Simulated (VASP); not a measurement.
## Geometry relaxation of Ta (part 1 of 2)

Ta (Im-3m, 1 atom in the cell), computed with Kohn-Sham DFT of a periodic cell, PBE with D3(BJ), VASP PAW PBE potentials, recommended, no spin polarisation (VASP 6.6.1).

The structure derives from an entry of the Crystallography Open Database.

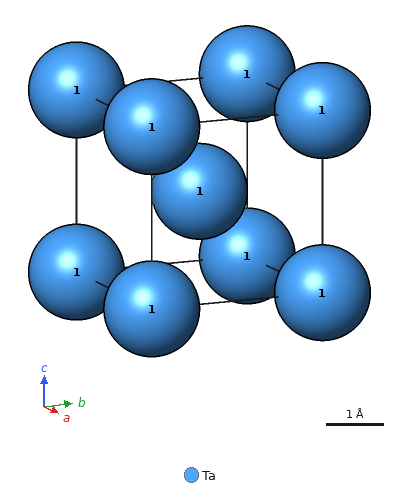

The starting structure (spheres-only view of the cell 2 times as large as that of the calculation, set on its symmetry axes, seen slightly off an axis; atoms are numbered from 1 in the order of the input). An atom can appear more than once, as a periodic image.

### Summary

| quantity | value |
| --- | --- |
| outcome | converged |
| space group (tolerance 0.01 Å) | Im-3m (229) |
| electrons treated | 11 |
| free energy | −12.4755 eV |
| dispersion energy | −0.6671 eV |
| gap on the k-point mesh | none (metallic) |
| pressure | 0.01 GPa |
| final volume | 17.89 Å³ |
| largest force (length of the vector) at the end | under 0.001 eV/Å |
| final cell | a = 2.854 Å, b = 2.854 Å, c = 2.854 Å, α = 109.47°, β = 109.47°, γ = 109.47° |
| hardware | 1 thread of Intel Xeon (Sapphire Rapids), 176 GiB of memory available, shared host |
| wall time | 14 s |
| peak memory | 0.16 GiB |

### Notes

Spin–orbit coupling is left out, which matters for Ta.

### INCAR
```
SYSTEM = Ta
ALGO = Normal
EDIFF = 1E-7
EDIFFG = -0.005
ENCUT = 600
GGA = PE
IBRION = 2
ISIF = 3
ISMEAR = -1
IVDW = 12
LASPH = .True.
LCHARG = .False.
LREAL = .False.
LWAVE = .False.
NELM = 100
NSW = 60
PREC = Accurate
SIGMA = 0.05
```

### KPOINTS
```
k-points
0
Gamma
  10 10 10
  0 0 0
```

### POSCAR
```
Ta
1.0
   -1.6512800000      1.6512800000      1.6512800000
    1.6512800000     -1.6512800000      1.6512800000
    1.6512800000      1.6512800000     -1.6512800000
Ta
1
Direct
    0.0000000000      0.0000000000      0.0000000000
```

Run as:
```bash
cat potpaw_PBE.64/Ta_pv/POTCAR > POTCAR
mpirun -np 1 vasp_std > vasp.out
```

### OSZICAR
```
N       E                     dE             d eps       ncg     rms          rms(c)
DAV:   1     0.557993754900E+02    0.55799E+02   -0.70293E+03   846   0.129E+03
DAV:   2    -0.114088724175E+02   -0.67208E+02   -0.66184E+02  1038   0.272E+02
DAV:   3    -0.122791582170E+02   -0.87029E+00   -0.85137E+00   976   0.312E+01
DAV:   4    -0.122873892537E+02   -0.82310E-02   -0.82259E-02  1003   0.213E+00
DAV:   5    -0.122874210319E+02   -0.31778E-04   -0.31778E-04   953   0.131E-01    0.134E+01
DAV:   6    -0.119279236895E+02    0.35950E+00   -0.39773E-01   882   0.776E+00    0.652E+00
DAV:   7    -0.118138838546E+02    0.11404E+00   -0.34805E-01   891   0.687E+00    0.359E-01
DAV:   8    -0.118124984308E+02    0.13854E-02   -0.37365E-03   902   0.815E-01    0.143E-01
DAV:   9    -0.118124808749E+02    0.17556E-04   -0.14762E-04   912   0.149E-01    0.344E-02
DAV:  10    -0.118124751437E+02    0.57312E-05   -0.43111E-06   911   0.304E-02    0.536E-03
DAV:  11    -0.118124754418E+02   -0.29817E-06   -0.13674E-07   729   0.574E-03    0.282E-04
DAV:  12    -0.118124753786E+02    0.63183E-07   -0.47532E-09   457   0.920E-04
   1 F= -.12474945E+02 E0= -.12470565E+02  d E =-.124749E+02
       N       E                     dE             d eps       ncg     rms          rms(c)
DAV:   1    -0.118266213836E+02   -0.14146E-01   -0.10873E+00   856   0.153E+01    0.167E+00
DAV:   2    -0.117997968108E+02    0.26825E-01   -0.35959E-02   860   0.247E+00    0.566E-01
DAV:   3    -0.117937165795E+02    0.60802E-02   -0.19688E-02   877   0.175E+00    0.225E-01
DAV:   4    -0.117938428764E+02   -0.12630E-03   -0.25533E-04   994   0.187E-01    0.249E-02
DAV:   5    -0.117938395657E+02    0.33107E-05   -0.29604E-05   880   0.668E-02    0.135E-02
DAV:   6    -0.117938394847E+02    0.80983E-07   -0.38146E-07   893   0.865E-03
   2 F= -.12472304E+02 E0= -.12467454E+02  d E =0.264150E-02
       N       E                     dE             d eps       ncg     rms          rms(c)
DAV:   1    -0.118248671022E+02   -0.31028E-01   -0.55382E-01   857   0.110E+01    0.117E+00
DAV:   2    -0.118113066939E+02    0.13560E-01   -0.18589E-02   861   0.174E+00    0.398E-01
DAV:   3    -0.118083390673E+02    0.29676E-02   -0.96268E-03   876   0.121E+00    0.149E-01
DAV:   4    -0.118083837357E+02   -0.44668E-04   -0.12876E-04   978   0.133E-01    0.149E-02
DAV:   5    -0.118083830765E+02    0.65925E-06   -0.92683E-06   882   0.360E-02    0.923E-03
DAV:   6    -0.118083830967E+02   -0.20203E-07   -0.22980E-07   849   0.643E-03
   3 F= -.12475483E+02 E0= -.12470967E+02  d E =-.537857E-03
```

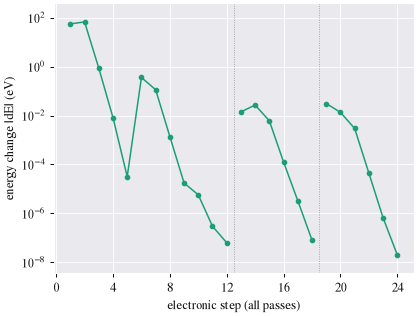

Convergence of the self-consistent field: energy change |dE| against the electronic step. Each stretch between dotted lines is the SCF of one geometry step of a relaxation. The 3 ionic steps take 6 to 12 electronic steps each. The density is held fixed in the first few steps, and dE rises again when its update begins.

### Parts of OUTCAR
```
SYSTEM = Ta
   EDIFF = 1E-7
   EDIFFG = -0.005
   ENCUT = 600
   GGA = PE
   IBRION = 2
   ISIF = 3
   ISMEAR = -1
   IVDW = 12
   LASPH = .True.
   LREAL = .False.
   NELM = 100
   NSW = 60
   PREC = Accurate
 IVDW          = 12
 VDW_S6        =  1.00000000  s6, scaling of the dipole-dipole dispersion
 VDW_S8        =  0.78750002  s8, scaling of the dipole-quadrupole dispersion
 VDW_A1        =  0.42890000  a1, scaling of the critical radii
 VDW_A2        =  4.44070005  a2, offset of the critical radii
 VDW_RADIUS    = 50.20216178  two-body interaction cutoff (in Angstroms)
 VDW_CNRADIUS  = 21.16708996  CN, coordination number cutoff (in Angstroms)

 ion  position               nearest neighbor table
   1  0.000  0.000  0.000-

  LATTYP: Found a body centered cubic cell.
 ALAT       =     3.3025600000

  Lattice vectors:

 A1 = (  -1.6512800000,   1.6512800000,   1.6512800000)
 A2 = (   1.6512800000,  -1.6512800000,   1.6512800000)
 A3 = (   1.6512800000,   1.6512800000,  -1.6512800000)

Analysis of symmetry for initial positions (statically):
=====================================================================
 Subroutine PRICEL returns:
 Original cell was already a primitive cell.

 Routine SETGRP: Setting up the symmetry group for a
 body centered cubic supercell.

 Subroutine GETGRP returns: Found 48 space group operations
 (whereof 48 operations were pure point group operations)
 out of a pool of 48 trial point group operations.

The static configuration has the point symmetry O_h .

Analysis of symmetry for dynamics (positions and initial velocities):
=====================================================================
 Subroutine PRICEL returns:
 Original cell was already a primitive cell.

 Routine SETGRP: Setting up the symmetry group for a
 body centered cubic supercell.

 Subroutine GETGRP returns: Found 48 space group operations
 (whereof 48 operations were pure point group operations)
 out of a pool of 48 trial point group operations.

The dynamic configuration has the point symmetry O_h .

 Subroutine INISYM returns: Found 48 space group operations
 (whereof 48 operations are pure point group operations),
 and found     1 'primitive' translations

----------------------------------------------------------------------------------------

                                     Primitive cell

  volume of cell :      18.0104

  direct lattice vectors                    reciprocal lattice vectors
    -1.651280000  1.651280000  1.651280000     0.000000000  0.302795407  0.302795407
     1.651280000 -1.651280000  1.651280000     0.302795407  0.000000000  0.302795407
     1.651280000  1.651280000 -1.651280000     0.302795407  0.302795407  0.000000000

  length of vectors
     2.860100858  2.860100858  2.860100858     0.428217371  0.428217371  0.428217371

  position of ions in fractional coordinates (direct lattice)
     0.000000000  0.000000000  0.000000000

  ion indices of the primitive-cell ions
   primitive index   ion index
                 1           1

----------------------------------------------------------------------------------------

 KPOINTS: k-points

Automatic generation of k-mesh.
 Grid dimensions read from file:
 generate k-points for:   10   10   10

 Generating k-lattice:

  Cartesian coordinates                     Fractional coordinates (reciprocal lattice)
     0.000000000  0.030279541  0.030279541     0.100000000  0.000000000  0.000000000
     0.030279541  0.000000000  0.030279541     0.000000000  0.100000000  0.000000000
     0.030279541  0.030279541  0.000000000     0.000000000  0.000000000  0.100000000

  Length of vectors
     0.042821737  0.042821737  0.042821737

  Shift w.r.t. Gamma in fractional coordinates (k-lattice)
     0.000000000  0.000000000  0.000000000

 Subroutine IBZKPT returns following result:
 ===========================================

 Found     47 irreducible k-points:

 Following reciprocal coordinates:
            Coordinates               Weight
  0.000000  0.000000  0.000000      1.000000
  0.100000  0.000000  0.000000     12.000000
  0.200000  0.000000  0.000000     12.000000
  0.300000  0.000000  0.000000     12.000000
  0.400000  0.000000  0.000000     12.000000
  0.500000  0.000000  0.000000      6.000000
  0.100000  0.100000  0.000000     24.000000
  0.200000  0.100000  0.000000     48.000000
  0.300000  0.100000  0.000000     48.000000
  0.400000  0.100000  0.000000     48.000000
  0.200000  0.200000  0.000000     24.000000
  0.300000  0.200000  0.000000     48.000000
  0.400000  0.200000  0.000000     24.000000
  0.300000  0.300000  0.000000     24.000000
  0.100000  0.100000  0.100000      8.000000
  0.200000  0.100000  0.100000     24.000000
  0.300000  0.100000  0.100000     24.000000
  0.400000  0.100000  0.100000     12.000000
 -0.100000  0.100000  0.100000      6.000000
  0.200000  0.200000  0.100000     24.000000
  0.300000  0.200000  0.100000     48.000000
 -0.200000  0.200000  0.100000     24.000000
  0.300000  0.300000  0.100000      8.000000
 -0.300000  0.300000  0.100000     24.000000
 [... further k-points ...]
   k-points           NKPTS =     47   k-points in BZ     NKDIM =     47   number of bands    NBANDS=      9
   number of dos      NEDOS =    301   number of ions     NIONS =      1
   total plane-waves  NPLWV =  13824
   dimension x,y,z NGX =    24 NGY =   24 NGZ =   24
   dimension x,y,z NGXF=    48 NGYF=   48 NGZF=   48
   ions per type =               1
   NGX,Y,Z   is equivalent  to a cutoff of  13.95, 13.95, 13.95 a.u.
   NGXF,Y,Z  is equivalent  to a cutoff of  27.90, 27.90, 27.90 a.u.
 SYSTEM =  Ta
   PREC   = accura    normal or accurate (medium, high low for compatibility)
   ISTART =      0    job   : 0-new  1-cont  2-samecut
   ICHARG =      2    charge: 1-file 2-atom 10-const
   ISPIN  =      1    spin polarized calculation?
   LNONCOLLINEAR =      F non collinear calculations
   LSORBIT =      F    spin-orbit coupling
   LASPH  =      T    aspherical Exc in radial PAW
   ENCUT  =  600.0 eV  44.10 Ry    6.64 a.u.   5.71  5.71  5.71*2*pi/ulx,y,z
   NELM   =    100;   NELMIN=  2; NELMDL= -5     # of ELM steps
   EDIFF  = 0.1E-06   stopping-criterion for ELM
   LREAL  =      F    real-space projection
   EDIFFG = -.5E-02   stopping-criterion for IOM
   NSW    =     60    number of steps for IOM
   IBRION =      2    ionic relax: 0-MD 1-quasi-New 2-CG
   NFREE  =      1    steps in history (QN), initial steepest desc. (CG)
   ISIF   =      3    stress and relaxation
   ISYM   =      2    0-nonsym 1-usesym 2-fastsym
   POTIM  = 0.5000    time-step for ionic-motion
   TEBEG  =    0.0;   TEEND  =   0.0 temperature during run
   PSTRESS=    0.0 pullay stress
   NELECT =      11.0000    total number of electrons
   NUPDOWN=      -1.0000    fix difference up-down
   EMIN   =  10.00;   EMAX   =-10.00  energy-range for DOS
   EFERMI =   0.00;   METHOD = LEGACY
   ISMEAR =    -1;   SIGMA  =   0.05  broadening in eV -4-tet -1-fermi 0-gaus
   EFERMI_NEDOS =   21; number of points for ismear=-14 and -15
   IALGO  =     38    algorithm
   IMIX   =      4    mixing-type and parameters
     AMIX     =   0.40;   BMIX     =  1.00
     AMIX_MAG =   1.60;   BMIX_MAG =  1.00
  volume/ion in A,a.u.               =      18.01       121.54
  Fermi-wavevector in a.u.,A,eV,Ry     =   1.388988  2.624806 26.249534  1.929286
  Thomas-Fermi vector in A             =   2.513061
   LORBIT       =      0    0 simple, 1 ext, 2 COOP (PROOUT), +10 PAW based schemes
   GGA     = PE    functional components
   LHFCALC =     F    Hartree Fock is set to
   AEXX    =    0.0000 exact exchange contribution
   IVDW    =    12    specifies the selected vdW correction
   LEPSILON=     F    determine dielectric tensor
```
